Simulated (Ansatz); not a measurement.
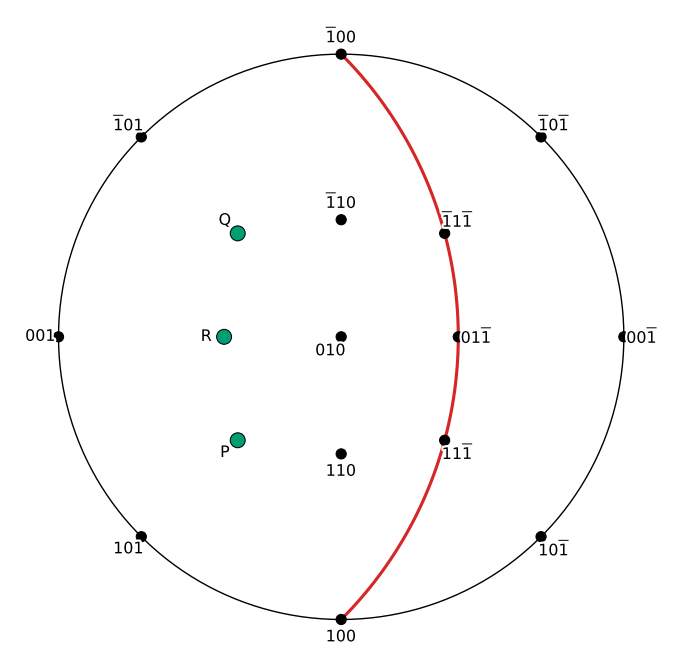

Stereographic projection of plane normals (upper hemisphere) centred on (0 1 0). Crystal: Zn, the input geometry of an electronic-structure calculation (not necessarily at equilibrium); the starting structure was generated, so it need not be a known form of this composition. The drawing is computed from the coordinates (standard cell, symmetry found to 0.002 Å).

a = 3.843 Å, b = 3.843 Å, c = 3.843 Å, α = 90.00°, β = 90.00°, γ = 90.00°.

Question: Index the poles marked P, Q, R.

Answer: P is (1 1 1), 54.7° from the centre; Q is (−1 1 1), 54.7° from the centre; R is (0 1 1), 45.0° from the centre.

Question: Which zone does the coloured great circle trace?

Answer: The zone [0 1 1]: its poles satisfy k + l = 0.

Question: What is the angle between the normals of (−1 1 0) and (1 0 1), and what are their d_hkl = 1/|g|?

Answer: 120.0°; d = 2.717 Å and 2.717 Å.
